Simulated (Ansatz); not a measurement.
# Two runs on Zr

System: Zr (2 atoms in the cell).
Method of run 1: DFT PBEsol, scalar-relativistic, plane waves, PAW, no spin polarisation (Ansatz 0.2.0).

The structure derives from an entry of the Crystallography Open Database. Text and figures count atoms from 1; the logs count them from 0 in places.

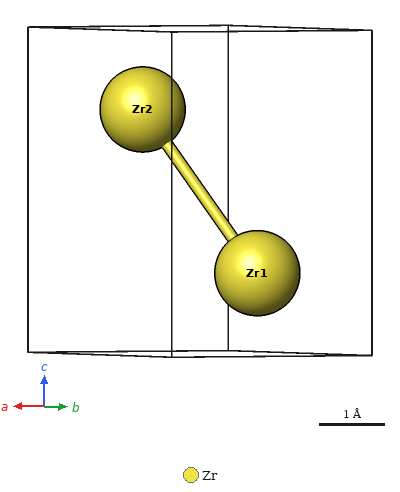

Figure 1. The structure as given in the input (ball-and-stick view of the cell of the calculation, seen at an oblique angle; atoms are numbered from 1 in the order of the input). An atom can appear more than once, as a periodic image. Near neighbours in the periodic cell (some may lie outside the picture): Zr has 12 Zr at 3.14 to 3.22 Å.

Input, run 1:
```yaml
crystal:
  lattice:
    - [3.2188796041, 0.0, 0.0]
    - [-1.6094398021, 2.7876315089, 0.0]
    - [0.0, 0.0, 5.0700743686]
  atoms:
    - { symbol: Zr, position: [0.3333333333, 0.6666666667, 0.25] }
    - { symbol: Zr, position: [0.6666666667, 0.3333333333, 0.75] }
basis:
  ecutwfc: 420
kpoints:
  mp_grid: { grid: [12, 12, 7] }
hamiltonian:
  xc: pbesol
scf:
  occupations: { method: gaussian, width: 0.1 }
output:
  forces: true
  stress: true
  eigenvalues: true
```

Command:
```bash
ansatz run input.yaml --threads 4 --pin off --max-ram 10240MiB --backend cpu --events-out ev --progress --plain --runs-dir out
```

Hardware: 4 threads of Intel Xeon (Sapphire Rapids), 32 GiB of memory available, shared host.

Output, shortened to warnings, some set-up lines, iterations and results (run 1):
```
Basis set: ecut = 420 eV, 881 PW (Γ), exchange–correlation on 48×48×72 points (8 copies of the dense FFT grid, shifted against one another)
Symmetry: 24 space group operations
k-points: 76 of 1008
Initial density: superposition of atomic densities (neutral atoms: chi_scale 0, normalization atom), corrected by the library's trained network
[...]
SCF iter   1: F=—  HF=-8257.268820 eV  |F-HF|=—  |Δ(HF+E_count)|=         —  Δρ=3.59e-3  dr2=2.48e-3  ethr=1.77e-3  ⟨swp⟩=4.8  Hψ=5166  notcnv=0
SCF iter   2: F=—  HF=-8257.267707 eV  |F-HF|=—  |Δ(HF+E_count)|=   1.11e-3  Δρ=2.07e-3  dr2=8.08e-4  ethr=1.04e-5  ⟨swp⟩=2.8  Hψ=2658  notcnv=0
SCF iter   3: F=—  HF=-8257.267764 eV  |F-HF|=—  |Δ(HF+E_count)|=   5.74e-5  Δρ=2.69e-4  dr2=2.70e-5  ethr=3.37e-6  ⟨swp⟩=2.2  Hψ=1456  notcnv=0
SCF iter   4: F=—  HF=-8257.267747 eV  |F-HF|=—  |Δ(HF+E_count)|=   1.70e-5  Δρ=7.06e-5  dr2=6.96e-7  ethr=1.13e-7  ⟨swp⟩=2.1  Hψ=2028  notcnv=0
SCF iter   5: F=-8257.267747 eV  HF=-8257.267747 eV  |F-HF|=5.89e-9  |Δ(HF+E_count)|=   5.61e-9  Δρ=6.46e-6  dr2=8.33e-9  ethr=2.90e-9  ⟨swp⟩=2.0  Hψ=2117  notcnv=0
SCF iter   6: F=-8257.267747 eV  HF=-8257.267747 eV  |F-HF|=5.51e-10  |Δ(HF+E_count)|=   7.50e-9  Δρ=1.66e-6  dr2=8.20e-10  ethr=3.47e-11  ⟨swp⟩=1.7  Hψ=3901  notcnv=0
SCF 1 converged in 6 iterations: F = -8257.267747 eV  dr2 = 8.20e-10
SCF converged after 6 iterations
Free energy (F): -8257.267747 eV
Harris-Foulkes:  -8257.267747 eV  (|F-HF|=5.51e-10)
Internal energy: -8257.255509 eV  (E = F + TS)
E sigma→0 (E₀):  -8257.261628 eV
Entropy (-TS):   -0.012238 eV (-6.119 meV/atom)
Fermi energy:    14.264323 eV
--- Per-component energies (eV) ---
  E_band       = -186.025298
  E_kinetic    = 666.088700
  E_local      = -1235.068644  (includes V_loc(G=0)·N_el)
  E_nonlocal   = 164.625511
  E_hartree    = 381.220536
  E_xc         = -320.676293
  E_vxc        = -380.369375  (∫ρ·V_xc dr)
  E_paw        = -5800.553341  (= ΣΔE_a)
  E_vpaw       = -163.741819  (= ΣTr[D̂ρ^β])
  E_aug_tail   = 0.000047  (compensation charges beyond the density's cutoff)
  E_ewald      = -2113.223466
  E_core_change = 0.331441  (= ΣΔE_core)
  E_smearing   = -0.012238  (= −TS)
  E_closure    = 0.000000  (closes the sum)
  Σ components = -8257.267747   (vs F -8257.267747, Δ=0.00e0)
--- Forces (eV/Å), atoms counted from 1 ---
  atom   1  Zr    -0.00000000    -0.00000000     0.00000000
  atom   2  Zr     0.00000000     0.00000000    -0.00000000
  max |Σ_I F_I| component: 4.63e-17 eV/Å
--- Stress (GPa, compression-positive) ---
       -1.631111       0.000000      -0.000000
        0.000000      -1.631111       0.000000
       -0.000000       0.000000      -0.003028
  P = ⅓ Tr σ = -1.0884 GPa (-10.884 kbar)
```

Run 2 used a changed input.

The two runs side by side:

| quantity | run 1 | run 2 |
| --- | --- | --- |
| outcome | converged | converged |
| free energy per atom (eV) | −4128.6339 | −4128.6337 |
| energy per atom, smearing taken to zero (eV) | −4128.6308 | −4128.6306 |
| gap on the mesh (eV) | 0.00 | 0.00 |
| pressure (GPa) | −1.09 | −1.09 |
| largest force (eV/Å) | 0.000 | 0.000 |
| SCF iterations | 6 | 6 |
| irreducible k-points | 76 | 76 |
| plane waves at Γ | 881 | 833 |
| wall time (shared host) | 0.67 s | 0.65 s |

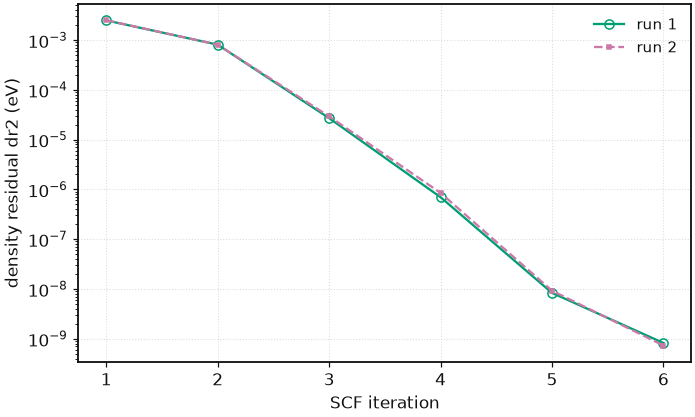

Figure 2. Convergence of the two runs: density residual dr2 against the SCF iteration. Run 1 takes 6 iterations in all, and run 2 takes 6.

Which change of the input explains these differences?

The change (lines with − go, lines with + come):
```diff
-  ecutwfc: 420
+  ecutwfc: "400 eV"
```

The free energy of run 2 is 0.19 meV per atom higher, which measures how much it depends on this numerical setting. More plane waves can only lower the energy of a fixed Hamiltonian, so the higher cutoff gives the lower value. The number of SCF iterations is the same. The plane waves at Γ go from 881 to 833.

Output, shortened to warnings, some set-up lines, iterations and results (run 2):
```
Warning: basis.ecutwfc = 400 eV is below the records' recommended 420 eV, and the density's cutoff is lower with it unless basis.ecutrho_ratio is high enough to keep the records' density cutoff: compare with a run at a higher cutoff
Basis set: ecut = 400 eV, 833 PW (Γ), exchange–correlation on 48×48×72 points (8 copies of the dense FFT grid, shifted against one another)
Symmetry: 24 space group operations
k-points: 76 of 1008
Initial density: superposition of atomic densities (neutral atoms: chi_scale 0, normalization atom), corrected by the library's trained network
[...]
SCF iter   1: F=—  HF=-8257.268556 eV  |F-HF|=—  |Δ(HF+E_count)|=         —  Δρ=3.60e-3  dr2=2.50e-3  ethr=1.77e-3  ⟨swp⟩=4.8  Hψ=5139  notcnv=0
SCF iter   2: F=—  HF=-8257.267332 eV  |F-HF|=—  |Δ(HF+E_count)|=   1.22e-3  Δρ=2.08e-3  dr2=8.08e-4  ethr=1.04e-5  ⟨swp⟩=2.9  Hψ=2704  notcnv=0
SCF iter   3: F=—  HF=-8257.267385 eV  |F-HF|=—  |Δ(HF+E_count)|=   5.26e-5  Δρ=2.76e-4  dr2=2.93e-5  ethr=3.37e-6  ⟨swp⟩=2.1  Hψ=1441  notcnv=0
SCF iter   4: F=—  HF=-8257.267370 eV  |F-HF|=—  |Δ(HF+E_count)|=   1.48e-5  Δρ=7.36e-5  dr2=8.49e-7  ethr=1.22e-7  ⟨swp⟩=2.2  Hψ=1931  notcnv=0
SCF iter   5: F=-8257.267370 eV  HF=-8257.267370 eV  |F-HF|=3.27e-9  |Δ(HF+E_count)|=   8.50e-8  Δρ=6.28e-6  dr2=9.22e-9  ethr=3.54e-9  ⟨swp⟩=2.0  Hψ=2108  notcnv=0
SCF iter   6: F=-8257.267370 eV  HF=-8257.267370 eV  |F-HF|=4.84e-10  |Δ(HF+E_count)|=   5.14e-9  Δρ=1.61e-6  dr2=7.30e-10  ethr=3.84e-11  ⟨swp⟩=1.3  Hψ=3812  notcnv=0
SCF 1 converged in 6 iterations: F = -8257.267370 eV  dr2 = 7.30e-10
SCF converged after 6 iterations
Free energy (F): -8257.267370 eV
Harris-Foulkes:  -8257.267370 eV  (|F-HF|=4.84e-10)
Internal energy: -8257.255131 eV  (E = F + TS)
E sigma→0 (E₀):  -8257.261251 eV
Entropy (-TS):   -0.012239 eV (-6.119 meV/atom)
Fermi energy:    14.264396 eV
--- Per-component energies (eV) ---
  E_band       = -186.023750
  E_kinetic    = 666.088894
  E_local      = -1235.070205  (includes V_loc(G=0)·N_el)
  E_nonlocal   = 164.627309
  E_hartree    = 381.221728
  E_xc         = -320.675965
  E_vxc        = -380.368672  (∫ρ·V_xc dr)
  E_paw        = -5800.554919  (= ΣΔE_a)
  E_vpaw       = -163.743803  (= ΣTr[D̂ρ^β])
  E_aug_tail   = 0.000051  (compensation charges beyond the density's cutoff)
  E_ewald      = -2113.223466
  E_core_change = 0.331441  (= ΣΔE_core)
  E_smearing   = -0.012239  (= −TS)
  E_closure    = 0.000000  (closes the sum)
  Σ components = -8257.267370   (vs F -8257.267370, Δ=0.00e0)
--- Forces (eV/Å), atoms counted from 1 ---
  atom   1  Zr    -0.00000000    -0.00000000     0.00000000
  atom   2  Zr     0.00000000     0.00000000    -0.00000000
  max |Σ_I F_I| component: 1.85e-17 eV/Å
--- Stress (GPa, compression-positive) ---
       -1.630401       0.000000      -0.000000
        0.000000      -1.630401       0.000000
       -0.000000       0.000000      -0.002283
  P = ⅓ Tr σ = -1.0877 GPa (-10.877 kbar)
```

For run 2: These settings are looser than, or depart from, a standard set-up, so the numbers are not reference values for this system. Warnings: the cutoff is below the recommended one.
